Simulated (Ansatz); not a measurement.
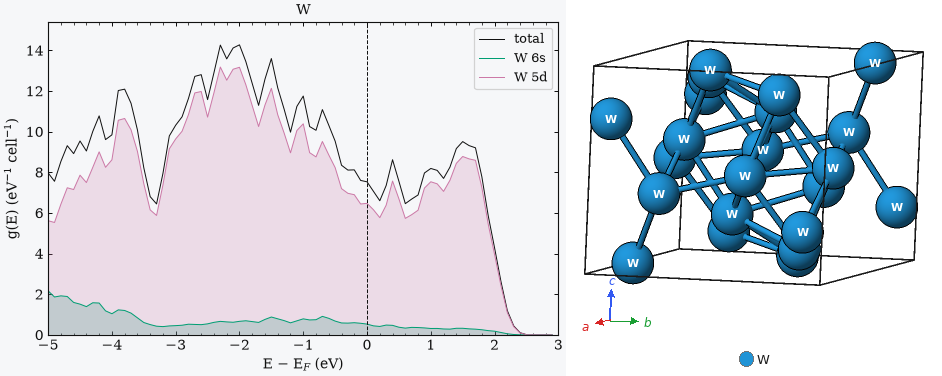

Density of states, beside the structure. Energies are counted from the Fermi level. The partial curves are projected on Löwdin-orthogonalised atomic shells.

Structure: W, space group C2/c, 10 atoms in the cell.

Ansatz; DFT PBE, scalar-relativistic, plane waves, PAW, no spin polarisation, 6×6×6 k mesh, 420 eV cutoff, Gaussian smearing of 0.1 eV.

Question: What is the density of states at the Fermi level?

Answer: It is a metal. The density of states at the Fermi level is about 7.4 per eV and cell (mean within 0.25 eV), or 0.74 per atom.

Question: What carries the states at the Fermi level?

Answer: By projected weight, the states within 0.3 eV of the Fermi level are W 5d almost alone.

Spin-orbit coupling is left out, which matters for W.
